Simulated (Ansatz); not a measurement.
# Run report: Ge, single-point calculation (part 2 of 2)

Continued. System: Ge (slab, 16 atoms in the cell). Method: DFT PBE+D3(BJ), scalar-relativistic, plane waves, PAW, no spin polarisation (Ansatz 0.2.0); cutoff 420 eV, 3×3×1 k-mesh, Gaussian smearing of 0.1 eV. The structure derives from an entry of the Crystallography Open Database. It belongs to a series of runs on one base structure; here: the slab at its places in the relaxed adsorbed structure.

Geometry of the input (Å; fractional positions):
```
8.0601  0.0000  0.0000
-4.0301  6.9803  0.0000
0.0000  0.0000  24.1909
Ge 0.6667  0.3333  0.3307
Ge 0.6667  0.8333  0.3307
Ge 0.1667  0.3333  0.3307
Ge 0.1667  0.8333  0.3307
Ge 0.5000  0.5000  0.3647
Ge 0.5000  0.0000  0.3647
Ge 0.0000  0.5000  0.3647
Ge 0.0000  0.0000  0.3647
Ge -0.1548  0.4020  0.4593
Ge -0.1550  -0.0569  0.4592
Ge 0.3200  0.4102  0.4595
Ge 0.3025  -0.0986  0.4537
Ge 0.6785  0.5893  0.4741
Ge 0.6392  0.0696  0.4953
Ge 0.1730  0.5874  0.5023
Ge 0.1729  0.0859  0.5022
```

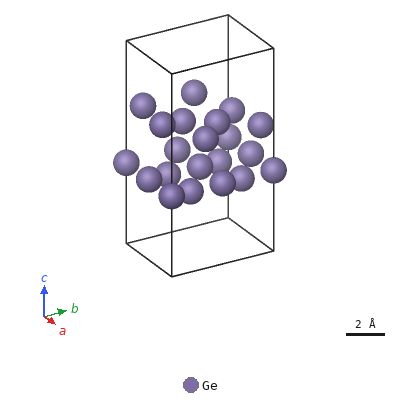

The structure as given in the input (spheres-only view of the cell of the calculation, with the vacuum cut short, seen slightly off an axis). An atom can appear more than once, as a periodic image.

### The program's output, continued
```
--- Forces (eV/Å), atoms counted from 1 ---
  atom   1  Ge    -0.09643538    -0.03287574     0.00213033
  atom   2  Ge    -0.07677821    -0.06646745     0.00075685
  atom   3  Ge    -0.15839241    -0.09047130    -0.22723142
  atom   4  Ge    -0.17881168    -0.10368172    -0.07584248
  atom   5  Ge     0.08112741     0.04751282     0.05955461
  atom   6  Ge     0.29887065     0.17270510     0.25661196
  atom   7  Ge     0.29420109     0.02103415     0.13825952
  atom   8  Ge     0.16844547     0.24630187     0.13312012
  atom   9  Ge    -0.23678908     0.08599239     0.15203016
  atom  10  Ge    -0.04315615    -0.24892403     0.16113886
  atom  11  Ge     0.10351463     0.05498227     0.07857980
  atom  12  Ge     0.03496006     0.02325764     0.03058383
  atom  13  Ge    -0.11075456    -0.06184192    -0.03308941
  atom  14  Ge     0.05329827     0.03030729    -0.18346392
  atom  15  Ge    -0.06740374    -0.03576374    -0.24624248
  atom  16  Ge    -0.06589051    -0.04206451    -0.24689331
  max |Σ_I F_I| component: 5.85e-6 eV/Å
--- Band table (eV; the first three rows and the last of 5) ---
  k-point 0: bands = ["-25.6882", "-25.6868", "-25.6743", "-25.6730", "-25.6705", "-25.6533", "-25.6513", "-25.6511", "-25.6306", "-25.6243", "-25.6144", "-25.6114", "-25.6058", "-25.5989", "-25.5862", "-25.5849", "-25.5827", "-25.5767", "-25.5735", "-25.5703", "-25.5641", "-25.5551", "-25.5536", "-25.5396", "-25.5297", "-25.5279", "-25.5213", "-25.5195", "-25.5159", "-25.5043", "-25.5033", "-25.4920", "-25.4872", "-25.4830", "-25.4825", "-25.4766", "-25.4759", "-25.4685", "-25.4618", "-25.4617", "-25.4533", "-25.4532", "-25.4410", "-25.4386", "-25.4358", "-25.4352", "-25.4318", "-25.4212", "-25.4192", "-25.4061", "-25.3979", "-25.3871", "-25.3835", "-25.3781", "-25.3771", "-25.3674", "-25.3637", "-25.3454", "-25.3302", "-25.3201", "-25.3185", "-25.3031", "-25.2972", "-25.2963", "-25.2910", "-25.2877", "-25.2836", "-25.2832", "-25.2823", "-25.2739", "-25.2735", "-25.2674", "-25.2552", "-25.2538", "-25.2378", "-25.2365", "-25.2264", "-25.2225", "-25.2207", "-25.2097", "-13.0636", "-11.6538", "-11.2457", "-11.1349", "-10.5538", "-10.4244", "-9.7622", "-9.6881", "-9.1214", "-8.6436", "-8.4808", "-8.2527", "-8.2022", "-7.6704", "-6.5139", "-4.1850", "-3.9728", "-3.8640", "-3.4570", "-3.2479", "-3.1510", "-3.1065", "-2.9149", "-2.7240", "-2.5734", "-2.4324", "-2.3217", "-2.0326", "-1.8162", "-1.4946", "-1.4903", "-1.2909", "-0.9154", "-0.5763", "-0.2516", "-0.2041", "-0.1737", "0.1595", "0.2152", "0.3597", "0.5892", "0.7239", "0.8916", "1.0409", "1.4726", "1.5749", "2.0329", "2.3807", "2.6500", "2.8792", "3.1156", "3.3167", "3.4410", "3.8486", "3.9133"]
  k-point 1: bands = ["-25.6912", "-25.6897", "-25.6784", "-25.6746", "-25.6712", "-25.6566", "-25.6514", "-25.6455", "-25.6318", "-25.6253", "-25.6183", "-25.6088", "-25.6046", "-25.5973", "-25.5907", "-25.5870", "-25.5816", "-25.5769", "-25.5703", "-25.5650", "-25.5623", "-25.5538", "-25.5422", "-25.5361", "-25.5289", "-25.5270", "-25.5212", "-25.5191", "-25.5094", "-25.5065", "-25.5014", "-25.4921", "-25.4897", "-25.4845", "-25.4818", "-25.4796", "-25.4736", "-25.4698", "-25.4633", "-25.4574", "-25.4538", "-25.4460", "-25.4421", "-25.4389", "-25.4367", "-25.4344", "-25.4291", "-25.4249", "-25.4189", "-25.4108", "-25.4028", "-25.3883", "-25.3818", "-25.3804", "-25.3725", "-25.3658", "-25.3622", "-25.3568", "-25.3291", "-25.3217", "-25.3161", "-25.3094", "-25.3046", "-25.2964", "-25.2946", "-25.2893", "-25.2879", "-25.2824", "-25.2817", "-25.2779", "-25.2720", "-25.2676", "-25.2613", "-25.2490", "-25.2389", "-25.2330", "-25.2268", "-25.2179", "-25.2113", "-25.2061", "-12.7701", "-11.9481", "-11.3558", "-11.2127", "-10.9902", "-10.4943", "-9.9523", "-9.7596", "-9.0204", "-8.7310", "-7.6767", "-7.6548", "-7.4002", "-6.8067", "-6.5053", "-4.9006", "-4.5587", "-4.3717", "-4.2503", "-3.9494", "-3.7806", "-3.4545", "-3.3120", "-3.0756", "-2.8965", "-2.6128", "-2.2142", "-2.1548", "-2.0452", "-1.9689", "-1.7934", "-1.4498", "-0.8764", "-0.6117", "0.0591", "0.3671", "0.6205", "0.8578", "0.9339", "1.0198", "1.2778", "1.6878", "1.7969", "1.8697", "2.0285", "2.2531", "2.7556", "2.9401", "3.1796", "3.2985", "3.3459", "3.4464", "3.4651", "3.6420", "3.8284"]
  k-point 2: bands = ["-25.6907", "-25.6901", "-25.6762", "-25.6740", "-25.6722", "-25.6548", "-25.6526", "-25.6518", "-25.6321", "-25.6258", "-25.6165", "-25.6164", "-25.6086", "-25.5912", "-25.5878", "-25.5835", "-25.5761", "-25.5743", "-25.5714", "-25.5658", "-25.5611", "-25.5493", "-25.5488", "-25.5323", "-25.5316", "-25.5285", "-25.5177", "-25.5167", "-25.5132", "-25.5050", "-25.5044", "-25.4953", "-25.4903", "-25.4894", "-25.4796", "-25.4746", "-25.4699", "-25.4674", "-25.4648", "-25.4556", "-25.4489", "-25.4456", "-25.4425", "-25.4424", "-25.4392", "-25.4334", "-25.4283", "-25.4226", "-25.4199", "-25.4114", "-25.4091", "-25.4042", "-25.3886", "-25.3759", "-25.3715", "-25.3706", "-25.3647", "-25.3480", "-25.3266", "-25.3202", "-25.3200", "-25.3126", "-25.2968", "-25.2967", "-25.2928", "-25.2878", "-25.2850", "-25.2805", "-25.2804", "-25.2767", "-25.2734", "-25.2703", "-25.2536", "-25.2472", "-25.2361", "-25.2345", "-25.2228", "-25.2209", "-25.2181", "-25.2110", "-12.7543", "-11.8490", "-11.3681", "-11.3006", "-11.2072", "-10.5558", "-9.7925", "-9.7070", "-8.3977", "-8.2987", "-8.1179", "-7.9932", "-7.9892", "-6.7123", "-6.2998", "-4.8180", "-4.6867", "-4.4150", "-4.2506", "-3.7445", "-3.6978", "-3.6381", "-3.4861", "-3.3745", "-3.1364", "-2.3180", "-2.0907", "-2.0617", "-1.7264", "-1.6258", "-1.4748", "-1.4121", "-0.9972", "-0.2917", "0.0059", "0.1786", "0.3120", "0.5633", "0.7414", "0.7673", "1.2289", "1.2678", "1.8525", "2.1176", "2.3405", "2.6110", "2.6625", "2.8393", "2.9289", "3.1921", "3.2448", "3.3059", "3.4263", "3.6885", "3.8743"]
  k-point 4: bands = ["-25.6912", "-25.6897", "-25.6784", "-25.6746", "-25.6711", "-25.6566", "-25.6514", "-25.6455", "-25.6318", "-25.6253", "-25.6183", "-25.6088", "-25.6044", "-25.5974", "-25.5907", "-25.5869", "-25.5817", "-25.5770", "-25.5704", "-25.5650", "-25.5622", "-25.5538", "-25.5421", "-25.5361", "-25.5289", "-25.5270", "-25.5211", "-25.5191", "-25.5095", "-25.5066", "-25.5014", "-25.4921", "-25.4897", "-25.4845", "-25.4818", "-25.4796", "-25.4736", "-25.4698", "-25.4633", "-25.4574", "-25.4538", "-25.4460", "-25.4421", "-25.4389", "-25.4367", "-25.4345", "-25.4291", "-25.4248", "-25.4189", "-25.4108", "-25.4028", "-25.3883", "-25.3818", "-25.3805", "-25.3726", "-25.3658", "-25.3622", "-25.3569", "-25.3291", "-25.3217", "-25.3160", "-25.3093", "-25.3046", "-25.2963", "-25.2947", "-25.2892", "-25.2879", "-25.2825", "-25.2817", "-25.2779", "-25.2720", "-25.2675", "-25.2614", "-25.2491", "-25.2388", "-25.2330", "-25.2268", "-25.2179", "-25.2113", "-25.2061", "-12.7701", "-11.9480", "-11.3559", "-11.2126", "-10.9905", "-10.4941", "-9.9524", "-9.7597", "-9.0202", "-8.7310", "-7.6767", "-7.6543", "-7.3998", "-6.8075", "-6.5050", "-4.9014", "-4.5591", "-4.3720", "-4.2506", "-3.9485", "-3.7814", "-3.4547", "-3.3116", "-3.0735", "-2.8965", "-2.6127", "-2.2146", "-2.1549", "-2.0450", "-1.9696", "-1.7940", "-1.4493", "-0.8774", "-0.6106", "0.0584", "0.3683", "0.6212", "0.8584", "0.9332", "1.0212", "1.2777", "1.6870", "1.7964", "1.8676", "2.0294", "2.2533", "2.7559", "2.9399", "3.1784", "3.2992", "3.3461", "3.4462", "3.4650", "3.6424", "3.8287"]
```

### Results in brief

```csv
quantity,value
outcome,converged
electrons treated,224
free energy,−68717.2309 eV
"work function, top face",4.55 eV
"work function, bottom face",4.50 eV
Fermi energy,−1.128 eV
gap on the k-point mesh,0.27 eV
work function (upper face),4.55 eV
largest force (length of the vector),0.430 eV/Å
hardware,"4 threads of Intel Xeon (Granite Rapids), 32 GiB of memory available, shared host"
wall time,13 s (CPU time 49 s)
peak memory,3.3 GiB
```
